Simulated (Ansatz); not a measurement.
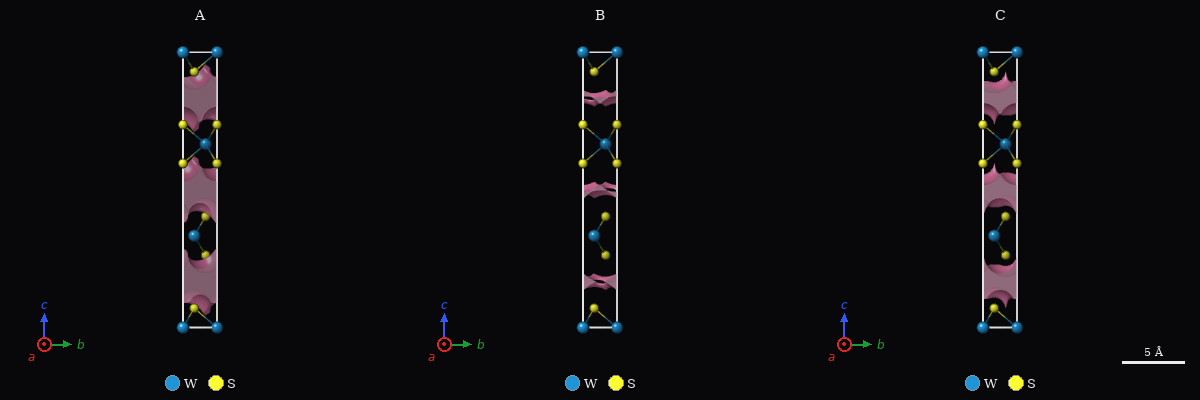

Three surfaces of the space that a probe's centre can reach in WS₂ in space group R3m, computed for probe radii of 0.40, 0.70, 1.25 Å, in shuffled order. Pale faces close the region where the drawn box cuts it.

The atoms' radii are covalent radii (Cordero): W 1.62 Å, S 1.05 Å.

The cell is taken from the geometry relaxed with DFT PBE, scalar-relativistic, plane waves, PAW (Ansatz 0.2.0).

```
W S
1.0
     3.18792    0.00000    0.00000
    -1.59396    2.76082    0.00000
     0.00000    0.00000   22.31102
W S
3 6
Cartesian
  1.5940 0.9203 7.4219
  0.0000 1.8405 14.8589
  0.0000 0.0000 22.2959
  1.5940 0.9203 1.5560
  0.0000 1.8405 5.8508
  0.0000 1.8405 8.9930
  0.0000 0.0000 13.2878
  0.0000 0.0000 16.4300
  1.5940 0.9203 20.7248
```

### Which panel belongs to which radius, and what does each show?

A: 0.40 Å, a two-dimensional network in layers parallel to (001), 37 % of the volume. C: 0.70 Å, a two-dimensional network in layers parallel to (001), 24 % of the volume. B: 1.25 Å, a two-dimensional network in layers parallel to (001), 5.1 % of the volume. The larger the probe, the smaller the space left to it.
